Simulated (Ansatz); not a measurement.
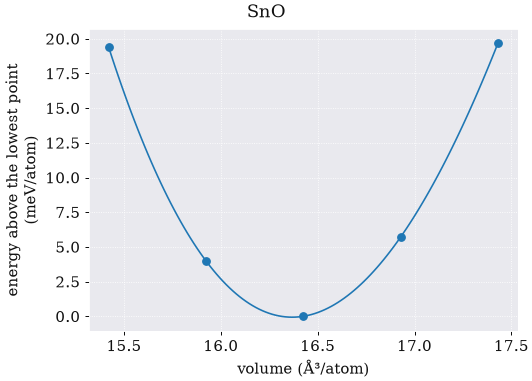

The figure shows the energy above the lowest point against volume for SnO, space group Fm-3m (No. 225) (one of a set of cubic test structures, which need not be the stable phase).

Method: equation of state of a cubic crystal from periodic Kohn-Sham density functional theory without spin, third-order Birch-Murnaghan fit to the free energies; pressure corrected for the finite basis (Ansatz 0.2.0 development build). Level: r2SCAN.

- structure type: rock salt
- atoms in cell: 2
- space group number: 225
- lattice centring: face-centred primitive
- k mesh: 12×12×12
- occupation method: Fermi–Dirac
- occupation width: 0.1 eV
- wave cutoff: 1050 eV
- datasets: hand-made PAW
- density tolerance: 1e−09 eV
- bands: 18
- density cutoff ratio: 5
- search for lower states: default
- xc grid level: 2

Give the fitted equation-of-state parameters.

Answer. A third-order Birch–Murnaghan fit gives V0 = 16.37 Å³/atom, B0 = 102 GPa and B′ = 4.3.

Note: cubic model structure, not the ambient form.

The computed values:

```tsv
volume (Å³/atom)	energy above the lowest point (meV/atom)
15.42	19.4
15.92	4.0
16.43	0.0
16.93	5.7
17.43	19.7
```
